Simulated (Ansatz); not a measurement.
SnGe$_{7}$

Input

```
crystal:
  lattice:
    - [-0.0033061443, 5.7897972623, 5.8015733485]
    - [5.7897972623, -0.0033061443, 5.8015733485]
    - [5.786491118, 5.786491118, 0.0]
  atoms:
    - { symbol: Ge, position: [0.0007941047, 0.0007941047, -0.0007941047] }
    - { symbol: Ge, position: [0.0007941047, 0.0007941047, 0.4992058953] }
    - { symbol: Ge, position: [0.0131589887, 0.4954577746, -0.0043083817] }
    - { symbol: Ge, position: [0.0131589887, 0.4954577746, 0.4956916183] }
    - { symbol: Ge, position: [0.4954577746, 0.0131589887, -0.0043083817] }
    - { symbol: Ge, position: [0.4954577746, 0.0131589887, 0.4956916183] }
    - { symbol: Ge, position: [0.4901685507, 0.4901685507, 0.0098314493] }
    - { symbol: Ge, position: [0.4901685507, 0.4901685507, 0.5098314493] }
    - { symbol: Ge, position: [0.1258020688, 0.1258020688, 0.1241979312] }
    - { symbol: Ge, position: [0.1258020688, 0.1258020688, 0.6241979312] }
    - { symbol: Ge, position: [0.1249553245, 0.6248472533, 0.1250987111] }
    - { symbol: Ge, position: [0.1249553245, 0.6248472533, 0.6250987111] }
    - { symbol: Ge, position: [0.6248472533, 0.1249553245, 0.1250987111] }
    - { symbol: Ge, position: [0.6248472533, 0.1249553245, 0.6250987111] }
    - { symbol: Sn, position: [0.6248159346, 0.6248159346, 0.1251840654] }
    - { symbol: Sn, position: [0.6248159346, 0.6248159346, 0.6251840654] }
basis:
  ecutwfc: 420
kpoints:
  mp_grid: { grid: [6, 6, 6] }
hamiltonian:
  xc: pbesol
scf:
  occupations: { method: gaussian, width: 0.01 }
output:
  forces: true
  stress: true
  eigenvalues: true
  write_density: true
  write_potential: true
  elf: true
  volumetric_format: npy
relax:
  adjacent_minimum: "off"
  f_tol: 0.005
  max_steps: 80
  cell: { stress_tol: 0.05 }
```

Command:

```sh
ansatz run input.yaml --threads 4 --pin off --max-ram 10240MiB --backend cpu --events-out ev --progress --plain --runs-dir out
```

The fields are those of the relaxed geometry.

Space group Amm2; a generated structure, not necessarily the stable one.

These are results of DFT PBEsol, scalar-relativistic, plane waves, PAW in Ansatz, not measurements.

The density is the valence pseudo-density of a PAW calculation; it isn't the true density close to the nuclei.

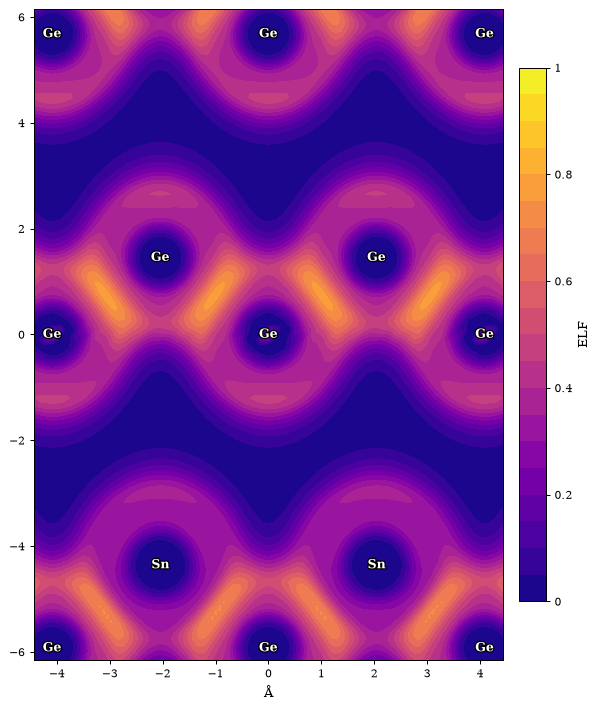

Figure 1. Electron localisation function on the (11̄0) plane of the calculation cell.

Question: Read the bonding off the picture.

Answer: The section cuts through Ge and Sn sites.
Sn–Ge (2.58 Å): the ELF peaks at about 0.70 between the atoms.
Ge–Ge (2.51 Å): the ELF peaks at about 0.75 between the atoms.

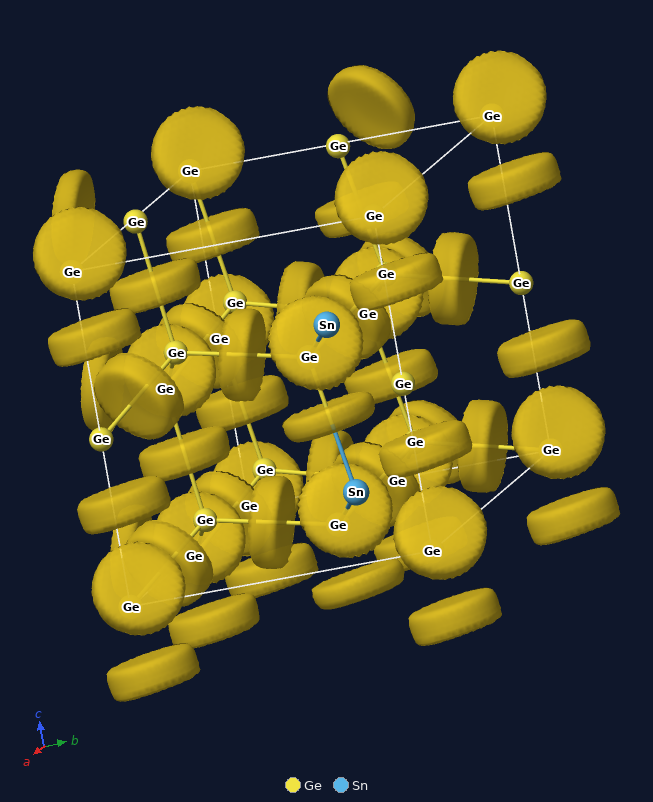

Figure 2. Isosurface of the electron localisation function at 0.55 (yellow), seen slightly off an axis. Only the valence region is drawn (cores and ρ < 0.01 e/Å³ removed). Sticks mark near contacts.

Question: Identify the bonds, lone pairs and shells in this picture.

Answer: At this value the surface marks out 24 regions between bonded Ge–Ge atoms and eight regions between bonded Ge–Sn atoms, counted in one cell of 16 atoms. Regions shared between cells count once. Profiles from the grid: Ge–Ge (2.45 Å): the ELF peaks at about 0.75 between the atoms.

Question: Metal or insulator at this level of theory?

Answer: It is metallic or semimetallic at this level of theory: no gap opens.
